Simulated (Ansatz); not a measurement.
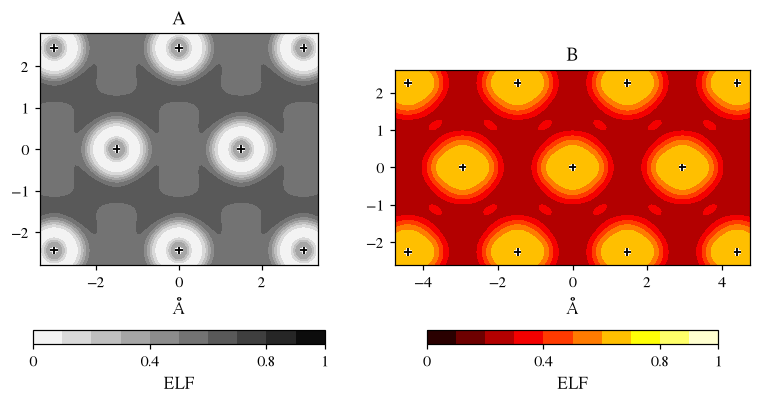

The ELF of 2 systems, each on a plane through atoms (crosses mark nuclei in the plane).

Method: DFT PBE, scalar-relativistic, plane waves, PAW (Ansatz).

System 1: Al, the (011) plane of the conventional cell. Space group I4/mmm; changed on purpose from its base cell (strain +0.050 along x and y, -0.050 along z, atoms carried along); computed pressure about −3 GPa in this cell; computed without spin polarisation.

System 2: Pt, the (11̄0) plane of the conventional cell. Space group I4/mmm; computed pressure about 14 GPa in this cell.

```xyz
2
Lattice="2.2602 -2.2602 0.0000 2.2602 2.2602 0.0000 0.0000 0.0000 2.9383" Properties=species:S:1:pos:R:3 pbc="T T T"
Pt    0.0000    0.0000    0.0000
Pt    2.2602    0.0000    1.4691
```

Question: Which map belongs to which system?

Answer: Panel A is system 1, Al: the plane holds Al. Al–Al (2.87 Å): the ELF peaks at about 0.65 between the atoms. Panel B is system 2, Pt: the plane holds Pt. Pt–Pt (2.70 Å): the ELF is about 0.30 at the midpoint; no localised pair shows between them.
